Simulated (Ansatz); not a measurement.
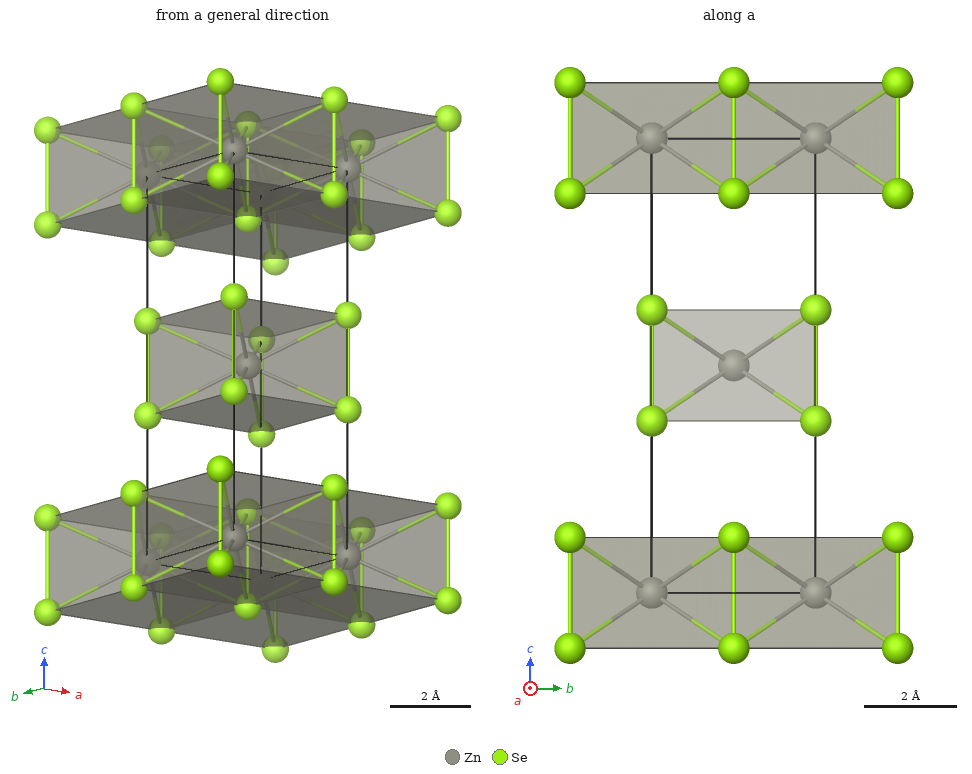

We look at a polyhedral model of the crystal from a general direction and along the a axis. The conventional unit cell is drawn as a box. Some atoms of the next cells are drawn as well.

A stick is drawn for Se–Se up to 2.78 Å, Se–Zn up to 3.15 Å (cut-off distances).

The composition is ZnSe₂.

**What is the coordination of Zn?**

Eight Se in a distorted cubic arrangement at about 2.8 Å.

**What are the neighbours of Se?**

Four Zn and one Se (about 2.8 Å to Zn, 2.4 Å to Se).

**Identify the polyhedra and their connectivity.**

The polyhedra are ZnSe8 cubes; they share edges and faces.

Origin of the cell: a textbook structure type filled with these elements (whether it is the usual form wasn't checked). What is shown is the relaxed result from DFT r2SCAN, scalar-relativistic, plane waves, PAW in Ansatz 0.2.0.
